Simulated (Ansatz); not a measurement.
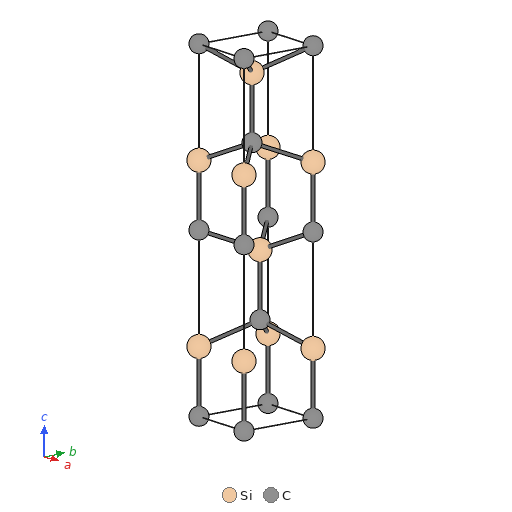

System: interstitial (added H) in SiC. The picture shows the cell.

The given structure:
```xyz
8
Lattice="3.0941 0.0000 0.0000 -1.5471 2.6796 0.0000 0.0000 0.0000 10.1293" Properties=species:S:1:pos:R:3 pbc="T T T"
Si    1.5470    0.8932    9.4993
Si    0.0000    1.7864    4.4346
Si    0.0000    0.0000    6.9679
Si    0.0000    0.0000    1.9033
C     1.5470    0.8932    7.5949
C     0.0000    1.7864    2.5303
C     0.0000    0.0000    5.0687
C     0.0000    0.0000    0.0041
```

Method: charge states of a point defect in a periodic supercell, each relaxed, energies over the elements' standard states with the Fermi level at the host's valence band top, point-charge and potential alignment terms added, no band filling term, levels over that top; plane waves with PAW datasets; energies extrapolated to zero smearing (Ansatz 0.2.0). Level: PBE, allowed.

| setting | value |
| --- | --- |
| host atoms in supercell | 32 |
| wave cutoff | 420 eV |
| k mesh | 2×2×2 |
| occupations | Gaussian |
| smearing width | 0.01 eV |
| k shift | (0, 0, 0) (mesh steps) |
| start displacement | 0.06 Å |
| defect kind | interstitial |
| added element | H |
| defect place | (0.3125, 0.625, 0.8409) (fraction of the host cell vector) |
| host gap | 2.224 eV |
| static dielectric xx yy zz | (10.34, 10.34, 11.03) |

Describe the result: the formation energy of each charge state against the Fermi level.

The stable charge changes at 1.27 eV (+1/−1) above the valence band top. The lowest state is +1 at the valence band top, +1 at mid-gap and −1 at the conduction band bottom, 2.22 eV higher. Charge 0 is never the lowest although its neighbours on both sides are, a negative-U behaviour. With the Fermi level at mid-gap the formation energy is 2.2 eV against the elements' standard states.

| charge | formation energy with the Fermi level at the valence band top (eV) |
| --- | --- |
| +1 | 1.10 |
| 0 | 2.77 |
| −1 | 3.64 |

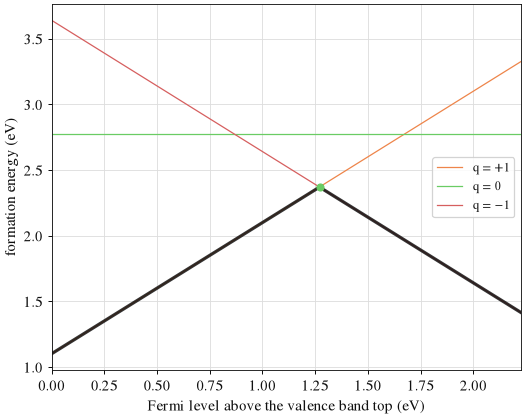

The thick line follows the lowest charge state; the axis spans the host's computed gap.

Caveats: charged cell in a neutralising background; coarse k mesh; fractional moment from partly filled bands; narrow smearing for a metal; random start near the defect, other minima possible; small supercell.
